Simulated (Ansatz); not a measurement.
## Run report: Hf, geometry relaxation (part 2 of 2)

Hf (slab, 6 atoms in the cell); DFT, PBE, PAW with Ansatz's default frozen-core files, scalar-relativistic, no spin polarisation (Ansatz 0.2.0); cutoff 420 eV, 12×12×1 k-mesh, Fermi–Dirac smearing of 0.1 eV. It belongs to a series of runs on one base structure; here: atoms relaxed, PAW files.

Geometry of the input (Å; fractional positions):
```
3.2032  0.0000  0.0000
-1.6016  2.7741  0.0000
0.0000  0.0000  28.6824
Hf 0.8333  0.1667  0.2789
Hf 0.1667  0.8333  0.3673
Hf 0.8333  0.1667  0.4558
Hf 0.1667  0.8333  0.5442
Hf 0.8333  0.1667  0.6327
Hf 0.1667  0.8333  0.7211
```

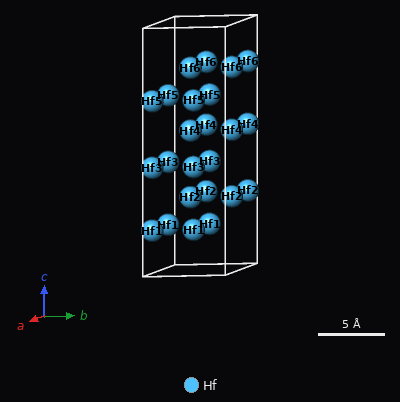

Figure 1. The geometry at step 2 of the log (spheres-only view of the 2 × 2 repeat of the cell, with the vacuum cut short, seen slightly off an axis; atoms are numbered from 1 in the order of the input).

### What the program printed, continued
```
SCF iter   1: F=—  HF=-94326.364872 eV  |F-HF|=—  |Δ(HF+E_count)|=         —  Δρ=1.79e-3  dr2=1.52e-1  ethr=3.72e-4  p=0.000 e·Å  D=2.47e-8 V/Å  ΔV_dip=-0.00 eV  dr2_dipole=6.09e-11  V_vac-E_F(+/−)=4.34/4.34 eV  ⟨swp⟩=2.3  Hψ=2600  notcnv=0  defer=30
efield: sawtooth ramp at fractional position 0.9500 (handed on by an earlier solve), width 0.1000; the density the first Hamiltonian is built on has a dipole p = 0.000 e·Å; the dipole correction subtracts the counter field D = 2.47e-8 V/Å, which shifts the + side's vacuum level by -0.00 eV against the − side's; the planar-averaged density in the ramp window peaks in size at 5.2e-6 e/Å³
preconditioner: auto → LDOS  [metal: Δε(μ)=0.013 eV  Ē_g=17.043 eV  σ=0.100 eV  W_gap=0.03  n_scr=76 (ndim 8)  ℏωp=27.9 eV  f_vac=0.443  D(μ)=7.10/eV (n_scr^D=20)  β→1.0]
SCF iter   2: F=—  HF=-94326.360989 eV  |F-HF|=—  |Δ(HF+E_count)|=   3.88e-3  Δρ=8.28e-4  dr2=8.60e-3  ethr=9.77e-5  p=0.000 e·Å  D=6.36e-9 V/Å  ΔV_dip=-0.00 eV  dr2_dipole=1.22e-10  V_vac-E_F(+/−)=4.35/4.35 eV  ⟨swp⟩=1.0  Hψ=2071  notcnv=0  defer=30
SCF iter   3: F=—  HF=-94326.360432 eV  |F-HF|=—  |Δ(HF+E_count)|=   5.57e-4  Δρ=4.22e-4  dr2=1.28e-3  ethr=5.51e-6  p=-0.000 e·Å  D=-3.24e-8 V/Å  ΔV_dip=0.00 eV  dr2_dipole=1.65e-10  V_vac-E_F(+/−)=4.34/4.34 eV  ⟨swp⟩=2.0  Hψ=3065  notcnv=0  defer=30
SCF iter   4: F=—  HF=-94326.360175 eV  |F-HF|=—  |Δ(HF+E_count)|=   2.57e-4  Δρ=7.71e-5  dr2=8.46e-5  ethr=8.19e-7  p=-0.000 e·Å  D=-3.61e-8 V/Å  ΔV_dip=0.00 eV  dr2_dipole=1.29e-12  V_vac-E_F(+/−)=4.34/4.34 eV  ⟨swp⟩=2.0  Hψ=3065  notcnv=0  defer=30
SCF iter   5: F=—  HF=-94326.360186 eV  |F-HF|=—  |Δ(HF+E_count)|=   1.13e-5  Δρ=2.54e-5  dr2=4.76e-6  ethr=5.42e-8  p=-0.000 e·Å  D=-1.73e-8 V/Å  ΔV_dip=0.00 eV  dr2_dipole=4.45e-12  V_vac-E_F(+/−)=4.34/4.34 eV  ⟨swp⟩=2.0  Hψ=2831  notcnv=0  defer=30
SCF iter   6: F=—  HF=-94326.360186 eV  |F-HF|=—  |Δ(HF+E_count)|=   2.76e-7  Δρ=1.27e-5  dr2=1.42e-6  ethr=6.43e-10  p=-0.000 e·Å  D=-1.12e-8 V/Å  ΔV_dip=0.00 eV  dr2_dipole=3.28e-12  V_vac-E_F(+/−)=4.34/4.34 eV  ⟨swp⟩=11.9  Hψ=9987  notcnv=0
SCF iter   7: F=-94326.360187 eV  HF=-94326.360187 eV  |F-HF|=7.33e-8  |Δ(HF+E_count)|=   9.95e-8  Δρ=4.77e-6  dr2=1.89e-7  ethr=6.43e-10  p=-0.000 e·Å  D=-8.42e-9 V/Å  ΔV_dip=0.00 eV  dr2_dipole=4.81e-14  V_vac-E_F(+/−)=4.34/4.34 eV  ⟨swp⟩=6.2  Hψ=7338  notcnv=0
SCF 4 converged in 7 iterations: F = -94326.360187 eV  dr2 = 1.89e-7
relax step   4: F+E_penalty+E_count = -94326.36018664 eV  Δ(F+E_penalty+E_count) = -9.905e-4 eV  max|allowed force component| = 7.821e-2 eV/Å  Δτ_max = 0.0226 Å  (7 SCF iters, dr2 threshold 1.00e-6 eV, accepted)
SCF iter   1: F=—  HF=-94326.363498 eV  |F-HF|=—  |Δ(HF+E_count)|=         —  Δρ=1.21e-3  dr2=5.55e-2  ethr=6.19e-4  p=-0.000 e·Å  D=-8.42e-9 V/Å  ΔV_dip=0.00 eV  dr2_dipole=1.20e-11  V_vac-E_F(+/−)=4.34/4.34 eV  ⟨swp⟩=2.2  Hψ=2472  notcnv=0  defer=30
efield: sawtooth ramp at fractional position 0.9500 (handed on by an earlier solve), width 0.1000; the density the first Hamiltonian is built on has a dipole p = -0.000 e·Å; the dipole correction subtracts the counter field D = -8.42e-9 V/Å, which shifts the + side's vacuum level by +0.00 eV against the − side's; the planar-averaged density in the ramp window peaks in size at 5.4e-6 e/Å³
preconditioner: auto → LDOS  [metal: Δε(μ)=0.001 eV  Ē_g=17.062 eV  σ=0.100 eV  W_gap=0.00  n_scr=76 (ndim 8)  ℏωp=27.9 eV  f_vac=0.443  D(μ)=7.02/eV (n_scr^D=20)  β→1.0]
SCF iter   2: F=—  HF=-94326.361977 eV  |F-HF|=—  |Δ(HF+E_count)|=   1.52e-3  Δρ=4.85e-4  dr2=3.64e-3  ethr=3.56e-5  p=-0.000 e·Å  D=-8.03e-8 V/Å  ΔV_dip=0.00 eV  dr2_dipole=5.36e-13  V_vac-E_F(+/−)=4.32/4.32 eV  ⟨swp⟩=1.3  Hψ=2082  notcnv=0  defer=30
SCF iter   3: F=—  HF=-94326.361760 eV  |F-HF|=—  |Δ(HF+E_count)|=   2.16e-4  Δρ=2.10e-4  dr2=3.38e-4  ethr=2.33e-6  p=0.000 e·Å  D=2.99e-9 V/Å  ΔV_dip=-0.00 eV  dr2_dipole=2.38e-13  V_vac-E_F(+/−)=4.33/4.33 eV  ⟨swp⟩=2.0  Hψ=2800  notcnv=0  defer=30
SCF iter   4: F=—  HF=-94326.361690 eV  |F-HF|=—  |Δ(HF+E_count)|=   7.08e-5  Δρ=7.11e-5  dr2=6.83e-5  ethr=2.17e-7  p=-0.000 e·Å  D=-3.02e-9 V/Å  ΔV_dip=0.00 eV  dr2_dipole=1.72e-13  V_vac-E_F(+/−)=4.32/4.32 eV  ⟨swp⟩=2.0  Hψ=3090  notcnv=0  defer=30
SCF iter   5: F=—  HF=-94326.361689 eV  |F-HF|=—  |Δ(HF+E_count)|=   3.98e-7  Δρ=2.34e-5  dr2=2.83e-6  ethr=4.38e-8  p=-0.000 e·Å  D=-9.03e-9 V/Å  ΔV_dip=0.00 eV  dr2_dipole=6.24e-12  V_vac-E_F(+/−)=4.33/4.33 eV  ⟨swp⟩=2.0  Hψ=2817  notcnv=0  defer=30
SCF iter   6: F=—  HF=-94326.361690 eV  |F-HF|=—  |Δ(HF+E_count)|=   7.61e-7  Δρ=8.87e-6  dr2=4.18e-7  ethr=2.45e-10  p=-0.000 e·Å  D=-1.70e-8 V/Å  ΔV_dip=0.00 eV  dr2_dipole=2.88e-14  V_vac-E_F(+/−)=4.33/4.33 eV  ⟨swp⟩=11.5  Hψ=10046  notcnv=0
SCF iter   7: F=-94326.361690 eV  HF=-94326.361690 eV  |F-HF|=5.94e-8  |Δ(HF+E_count)|=   2.60e-7  Δρ=3.73e-6  dr2=1.31e-7  ethr=2.45e-10  p=-0.000 e·Å  D=-1.28e-8 V/Å  ΔV_dip=0.00 eV  dr2_dipole=4.03e-12  V_vac-E_F(+/−)=4.33/4.33 eV  ⟨swp⟩=6.4  Hψ=6786  notcnv=0
SCF 5 converged in 7 iterations: F = -94326.361690 eV  dr2 = 1.31e-7
relax step   5: F+E_penalty+E_count = -94326.36169012 eV  Δ(F+E_penalty+E_count) = -1.503e-3 eV  max|allowed force component| = 7.668e-3 eV/Å  Δτ_max = 0.0215 Å  (7 SCF iters, dr2 threshold 3.82e-7 eV, accepted)
iter 1 solved again at ethr=8.12e-11 eV; its pass at ethr=3.10e-3 eV (dr2=1.27e-7 eV) is discarded
SCF iter   1: F=—  HF=-94326.361677 eV  |F-HF|=—  |Δ(HF+E_count)|=         —  Δρ=3.78e-6  dr2=1.27e-7  ethr=8.12e-11  p=-0.000 e·Å  D=-1.28e-8 V/Å  ΔV_dip=0.00 eV  dr2_dipole=1.65e-12  V_vac-E_F(+/−)=4.33/4.33 eV  ⟨swp⟩=1.1  Hψ=4295  notcnv=0
efield: sawtooth ramp at fractional position 0.9500 (handed on by an earlier solve), width 0.1000; the density the first Hamiltonian is built on has a dipole p = -0.000 e·Å; the dipole correction subtracts the counter field D = -1.28e-8 V/Å, which shifts the + side's vacuum level by +0.00 eV against the − side's; the planar-averaged density in the ramp window peaks in size at 5.1e-6 e/Å³
preconditioner: auto → LDOS  [metal: Δε(μ)=0.003 eV  Ē_g=17.047 eV  σ=0.100 eV  W_gap=0.01  n_scr=76 (ndim 8)  ℏωp=27.9 eV  f_vac=0.443  D(μ)=7.04/eV (n_scr^D=20)  β→1.0]
SCF iter   2: F=-94326.361690 eV  HF=-94326.361690 eV  |F-HF|=8.15e-8  |Δ(HF+E_count)|=   1.33e-5  Δρ=3.23e-6  dr2=5.27e-8  ethr=6.41e-11  p=-0.000 e·Å  D=-9.43e-9 V/Å  ΔV_dip=0.00 eV  dr2_dipole=5.63e-12  V_vac-E_F(+/−)=4.33/4.33 eV  ⟨swp⟩=4.6  Hψ=8282  notcnv=0
SCF 6 converged in 2 iterations: F = -94326.361690 eV  dr2 = 5.27e-8
relax step   6: F+E_penalty+E_count = -94326.36169013 eV  Δ(F+E_penalty+E_count) = -1.711e-8 eV  max|allowed force component| = 7.606e-3 eV/Å  Δτ_max = 0.0000 Å  (2 SCF iters, accepted)
SCF converged after 2 iterations
Free energy (F): -94326.361690 eV
Harris-Foulkes:  -94326.361690 eV  (|F-HF|=8.15e-8)
Internal energy: -94326.129056 eV  (E = F + TS)
E sigma→0 (E₀):  -94326.245373 eV
Entropy (-TS):   -0.232634 eV (-38.772 meV/atom)
Fermi energy:    8.524655 eV
Dipole field:    D = 0.000003 V/Å  (p = 0.000004 e·Å, saw-weighted, corrected)
Work function:   Φ+ = 4.3286 eV   Φ− = 4.3287 eV
Levels:          The Fermi level and band energies are counted from a zero that moves with the ramp; work functions are not
--- Per-component energies (eV) ---
  E_band       = -1558.634143
  E_kinetic    = 2543.273267
  E_local      = -302606.197390  (includes V_loc(G=0)·N_el)
  E_nonlocal   = -7466.225829
  E_hartree    = 149516.774012
  E_xc         = -1798.819663
  E_vxc        = -1594.536754  (∫ρ·V_xc dr)
  E_paw        = -41566.590603  (= ΣΔE_a)
  E_vpaw       = 8531.531290  (= ΣTr[D̂ρ^β])
  E_aug_tail   = -0.000008  (compensation charges beyond the density's cutoff)
  E_efield     = 0.000000  (sawtooth field / dipole correction)
  E_vefield    = 0.000000  (∫n·V_field dr)
  E_ewald      = 107051.657159
  E_smearing   = -0.232634  (= −TS)
  E_closure    = 0.000000  (closes the sum)
  Σ components = -94326.361690   (vs F -94326.361690, Δ=0.00e0)
--- Forces (eV/Å), atoms counted from 1 ---
  atom   1  Hf     0.00000000    -0.00000000    -0.00190321
  atom   2  Hf     0.00000000     0.00000000     0.00760447
  atom   3  Hf    -0.00000000    -0.00000000     0.00072507
  atom   4  Hf     0.00000000     0.00000000    -0.00072587
  atom   5  Hf    -0.00000000    -0.00000000    -0.00760580
  atom   6  Hf    -0.00000000     0.00000000     0.00190440
  max |Σ_I F_I| component: 9.46e-7 eV/Å
--- Stress (GPa, compression-positive) ---
       -0.690742      -0.000000       0.000000
        0.000000      -0.690742      -0.000000
        0.000000      -0.000000      -0.023114
  P = ⅓ Tr σ = -0.4682 GPa (-4.682 kbar)
--- Band table (eV; the first three rows and the last of 19) ---
  k-point 0: bands = ["-53.5802", "-53.5802", "-53.3704", "-53.3310", "-53.2258", "-53.2253", "-22.5376", "-22.5110", "-22.3409", "-21.9979", "-21.9343", "-21.9343", "-21.9343", "-21.9343", "-21.7662", "-21.7583", "-21.7583", "-21.6900", "-21.6900", "-21.6717", "-21.6116", "-21.6116", "-21.6079", "-21.6079", "-3.5750", "-3.5750", "-3.5423", "-3.5423", "-3.5423", "-3.5423", "-3.5402", "-3.5402", "-3.5402", "-3.5402", "-3.5383", "-3.5383", "-3.4616", "-3.4616", "-3.3480", "-3.3266", "-3.3266", "-3.3255", "-3.3240", "-3.3240", "-3.3078", "-3.3052", "-3.2962", "-3.2962", "-3.2852", "-3.2852", "-3.2350", "-3.2329", "-3.2043", "-3.2041", "-3.1969", "-3.1968", "-3.1882", "-3.1882", "-3.1877", "-3.1877", "-3.1701", "-3.1701", "-3.1697", "-3.1697", "-3.1265", "-3.1265", "1.4163", "1.9479", "2.7332", "3.7288", "4.4317", "4.7862", "8.2867", "8.3412", "8.7969", "8.9870", "9.3142", "9.5460", "9.5460", "9.5476", "9.5476", "9.6606", "9.6606", "9.7360", "9.7360", "9.8923", "10.0421", "10.0421", "10.0889", "10.3513", "10.3513", "11.5029", "11.5029", "12.0710"]
  k-point 1: bands = ["-53.5778", "-53.5778", "-53.3674", "-53.3292", "-53.2236", "-53.2232", "-22.5243", "-22.5011", "-22.3352", "-22.0237", "-21.9799", "-21.9585", "-21.9440", "-21.9440", "-21.7901", "-21.7785", "-21.7696", "-21.7080", "-21.6977", "-21.6768", "-21.6419", "-21.6410", "-21.6192", "-21.6149", "-3.5736", "-3.5736", "-3.5436", "-3.5436", "-3.5417", "-3.5417", "-3.5413", "-3.5413", "-3.5397", "-3.5397", "-3.5351", "-3.5351", "-3.4655", "-3.4655", "-3.3463", "-3.3277", "-3.3260", "-3.3260", "-3.3225", "-3.3216", "-3.3048", "-3.3031", "-3.2972", "-3.2961", "-3.2874", "-3.2853", "-3.2388", "-3.2369", "-3.2011", "-3.2009", "-3.1956", "-3.1955", "-3.1884", "-3.1880", "-3.1868", "-3.1863", "-3.1724", "-3.1720", "-3.1705", "-3.1702", "-3.1304", "-3.1304", "1.6218", "2.1487", "2.9288", "3.9221", "4.6366", "4.9948", "8.1946", "8.2169", "8.6402", "8.8216", "9.0818", "9.3050", "9.3248", "9.4946", "9.6723", "9.6818", "9.7260", "9.7891", "9.8250", "9.8961", "9.9644", "10.1874", "10.1991", "10.3025", "10.5082", "11.2981", "11.3708", "11.9353"]
  k-point 2: bands = ["-53.5711", "-53.5710", "-53.3591", "-53.3243", "-53.2178", "-53.2175", "-22.4889", "-22.4751", "-22.3213", "-22.1161", "-22.0920", "-22.0143", "-21.9705", "-21.9704", "-21.8728", "-21.8458", "-21.7998", "-21.7480", "-21.7259", "-21.7191", "-21.7087", "-21.6813", "-21.6399", "-21.6339", "-3.5700", "-3.5699", "-3.5490", "-3.5490", "-3.5426", "-3.5426", "-3.5421", "-3.5421", "-3.5362", "-3.5362", "-3.5260", "-3.5260", "-3.4758", "-3.4758", "-3.3424", "-3.3300", "-3.3270", "-3.3248", "-3.3185", "-3.3155", "-3.3009", "-3.2974", "-3.2956", "-3.2956", "-3.2923", "-3.2860", "-3.2487", "-3.2472", "-3.1939", "-3.1938", "-3.1922", "-3.1922", "-3.1874", "-3.1872", "-3.1829", "-3.1826", "-3.1783", "-3.1779", "-3.1722", "-3.1720", "-3.1405", "-3.1404", "2.2065", "2.7140", "3.4701", "4.4446", "5.1901", "5.5556", "7.7992", "7.9078", "8.2398", "8.3486", "8.6772", "8.7907", "8.8158", "9.2060", "9.4990", "9.6726", "9.8880", "9.9067", "10.0302", "10.1435", "10.1631", "10.4040", "10.5375", "10.5562", "10.9051", "10.9982", "11.3196", "11.8052"]
  k-point 18: bands = ["-53.5389", "-53.5389", "-53.3101", "-53.3101", "-53.1899", "-53.1899", "-22.3829", "-22.3829", "-22.3667", "-22.3667", "-22.3407", "-22.3399", "-22.2195", "-22.2195", "-22.1879", "-22.0555", "-21.9897", "-21.9897", "-21.9629", "-21.9421", "-21.8443", "-21.8443", "-21.7642", "-21.7642", "-3.5605", "-3.5605", "-3.5595", "-3.5595", "-3.5494", "-3.5493", "-3.5318", "-3.5318", "-3.5318", "-3.5317", "-3.5250", "-3.5249", "-3.4806", "-3.4806", "-3.3371", "-3.3241", "-3.3241", "-3.3146", "-3.3131", "-3.3131", "-3.3097", "-3.2984", "-3.2984", "-3.2929", "-3.2929", "-3.2907", "-3.2534", "-3.2534", "-3.1920", "-3.1915", "-3.1914", "-3.1914", "-3.1902", "-3.1902", "-3.1805", "-3.1805", "-3.1789", "-3.1788", "-3.1736", "-3.1736", "-3.1461", "-3.1461", "6.5422", "6.7147", "6.7607", "6.7607", "6.8092", "6.8092", "6.9206", "7.1707", "7.2025", "7.3885", "7.3885", "8.4278", "8.4278", "8.6742", "8.6742", "8.7062", "8.7106", "8.9952", "8.9952", "10.5777", "10.7240", "11.6072", "12.4994", "12.4994", "12.5343", "13.5524", "13.6426", "13.6426"]
--- Relaxed structure (6 steps of the walk, 5 accepted, 0 SCFs on fresh bases) ---
  F+E_penalty+E_count = -94326.36169013 eV   max|allowed force component| = 7.606e-3 eV/Å
  atoms:
    - { symbol: Hf, position: [0.8333333333333335, 0.16666666666666666, 0.2824220933921196] }
    - { symbol: Hf, position: [0.16666666666666666, 0.8333333333333334, 0.3653207766779028] }
    - { symbol: Hf, position: [0.8333333333333335, 0.16666666666666666, 0.456549738583561] }
    - { symbol: Hf, position: [0.16666666666666666, 0.8333333333333334, 0.5434502674166987] }
    - { symbol: Hf, position: [0.8333333333333335, 0.16666666666666666, 0.6346792221016531] }
    - { symbol: Hf, position: [0.16666666666666666, 0.8333333333333334, 0.7175779018280652] }
```

### Trajectory as extended XYZ (Å, eV, eV/Å), 6 frames, from step=1 to step=6
```
6
Lattice="3.2032 0.0000 0.0000 -1.6016 2.7741 0.0000 0.0000 0.0000 28.6824" Properties=species:S:1:pos:R:3:forces:R:3 step=1 energy=-94326.24963
Hf    2.4024    0.4623    8.0000    0.0000   0.0000   0.5731
Hf   -0.8008    2.3117   10.5365    0.0000   0.0000  -0.6830
Hf    2.4024    0.4623   13.0730    0.0000   0.0000   0.1209
Hf   -0.8008    2.3117   15.6094    0.0000   0.0000  -0.1209
Hf    2.4024    0.4623   18.1459    0.0000   0.0000   0.6830
Hf   -0.8008    2.3117   20.6824    0.0000   0.0000  -0.5731
6
Lattice="3.2032 0.0000 0.0000 -1.6016 2.7741 0.0000 0.0000 0.0000 28.6824" Properties=species:S:1:pos:R:3:forces:R:3 step=2 energy=-94326.24707 accepted=F
Hf    2.4024    0.4623    8.1920    0.0000   0.0000  -0.8872
Hf   -0.8008    2.3117   10.4396    0.0000   0.0000   0.9013
Hf    2.4024    0.4623   13.0701    0.0000   0.0000   0.2285
Hf   -0.8008    2.3117   15.6123    0.0000   0.0000  -0.2285
Hf    2.4024    0.4623   18.2428    0.0000   0.0000  -0.9013
Hf   -0.8008    2.3117   20.4904    0.0000   0.0000   0.8873
6
Lattice="3.2032 0.0000 0.0000 -1.6016 2.7741 0.0000 0.0000 0.0000 28.6824" Properties=species:S:1:pos:R:3:forces:R:3 step=3 energy=-94326.35920
Hf    2.4024    0.4623    8.0955    0.0000   0.0000   0.0912
Hf   -0.8008    2.3117   10.4933    0.0000   0.0000  -0.1267
Hf    2.4024    0.4623   13.0903    0.0000   0.0000   0.0489
Hf   -0.8008    2.3117   15.5921    0.0000   0.0000  -0.0489
Hf    2.4024    0.4623   18.1891    0.0000   0.0000   0.1267
Hf   -0.8008    2.3117   20.5869    0.0000   0.0000  -0.0912
6
Lattice="3.2032 0.0000 0.0000 -1.6016 2.7741 0.0000 0.0000 0.0000 28.6824" Properties=species:S:1:pos:R:3:forces:R:3 step=4 energy=-94326.36019
Hf    2.4024    0.4623    8.0790    0.0000   0.0000   0.0782
Hf   -0.8008    2.3117   10.4706    0.0000   0.0000  -0.0398
Hf    2.4024    0.4623   13.0972    0.0000   0.0000  -0.0446
Hf   -0.8008    2.3117   15.5852    0.0000   0.0000   0.0446
Hf    2.4024    0.4623   18.2118    0.0000   0.0000   0.0398
Hf   -0.8008    2.3117   20.6034    0.0000   0.0000  -0.0782
6
Lattice="3.2032 0.0000 0.0000 -1.6016 2.7741 0.0000 0.0000 0.0000 28.6824" Properties=species:S:1:pos:R:3:forces:R:3 step=5 energy=-94326.36169
Hf    2.4024    0.4623    8.1005    0.0000   0.0000  -0.0020
Hf   -0.8008    2.3117   10.4783    0.0000   0.0000   0.0077
Hf    2.4024    0.4623   13.0949    0.0000   0.0000   0.0009
Hf   -0.8008    2.3117   15.5875    0.0000   0.0000  -0.0009
Hf    2.4024    0.4623   18.2041    0.0000   0.0000  -0.0077
Hf   -0.8008    2.3117   20.5819    0.0000   0.0000   0.0020
6
Lattice="3.2032 0.0000 0.0000 -1.6016 2.7741 0.0000 0.0000 0.0000 28.6824" Properties=species:S:1:pos:R:3:forces:R:3 step=6 energy=-94326.36169
Hf    2.4024    0.4623    8.1005    0.0000   0.0000  -0.0019
Hf   -0.8008    2.3117   10.4783    0.0000   0.0000   0.0076
Hf    2.4024    0.4623   13.0949    0.0000   0.0000   0.0007
Hf   -0.8008    2.3117   15.5875    0.0000   0.0000  -0.0007
Hf    2.4024    0.4623   18.2041    0.0000   0.0000  -0.0076
Hf   -0.8008    2.3117   20.5819    0.0000   0.0000   0.0019
```

### Results in brief

```json
{"quantity": "outcome", "value": "converged"}
{"quantity": "electrons treated", "value": "156"}
{"quantity": "free energy", "value": "−94326.3617 eV"}
{"quantity": "Fermi energy", "value": "8.525 eV"}
{"quantity": "final volume", "value": "254.87 Å³"}
{"quantity": "largest force (length of the vector) at the end", "value": "0.008 eV/Å"}
{"quantity": "hardware", "value": "2 threads of AMD EPYC (Zen 3), 64 GiB of memory available, shared host"}
{"quantity": "wall time", "value": "5.7 min (CPU time 11 min)"}
{"quantity": "peak memory", "value": "0.82 GiB"}
```

### Remarks

The program warns: the SCF threshold is looser than advised for the printed stress. Spin–orbit coupling is left out, which matters for Hf.
